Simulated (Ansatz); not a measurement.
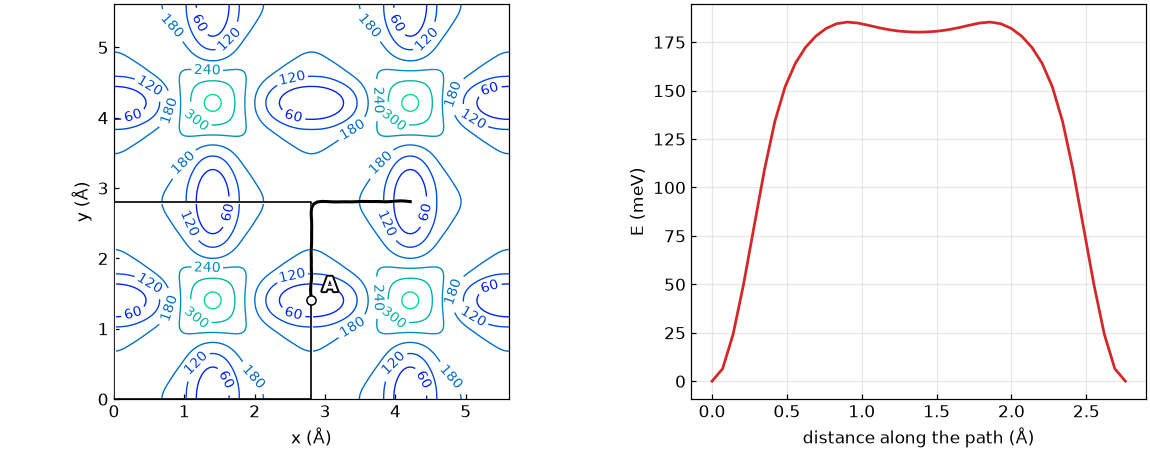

H on a Pt(100) slab cut from the Fm-3m phase, its upper half relaxed before the scan (12 atoms of substrate and one adsorbate in a 2 × 2 cell). H is moved over the surface cell; relaxed at each place: the height of the adsorbate's atoms; substrate rigid; the origin of the map has the adsorbate above Pt9. Places are given modulo a cell vector. The map is drawn in real space over the plane of the surface. Grid: 6 × 6 points; 10 points were computed and 26 follow by symmetry. Places are given in fractions of the 1 × 1 surface cell. Energies: meV, counted from the lowest grid point. Computed with Ansatz 0.2.0, DFT PBE, scalar-relativistic, plane waves, PAW. Settings: cutoff 420 eV, k-mesh 5×5×1, gaussian smearing 0.1 eV, no spin polarisation.

Drawn: contour lines labelled in meV, a line along the lowest path, the outline of one cell of the 2 × 2 shown, the energy along the path at the right, the start A. Between grid points the surface is interpolated.

Describe the path and its barrier.

Answer. The easiest path leads from the well at a bridge site between two Pt atoms, (0/6, 3/6) of the cell vectors to a well of about the same depth at a bridge site between two Pt atoms, (3/6, 0/6) of the cell vectors. Its highest point lies about 185 meV above the bottom of the first well on the interpolated surface, at (1/6, 0/6) of the cell vectors [nearest 1 Pt at 1.57 Å]. This is the barrier on the constrained surface; relaxing the other coordinates would change it. On the way the path dips through a shallower well, about 5.2 meV deep.

PAW datasets: the set soft_1.
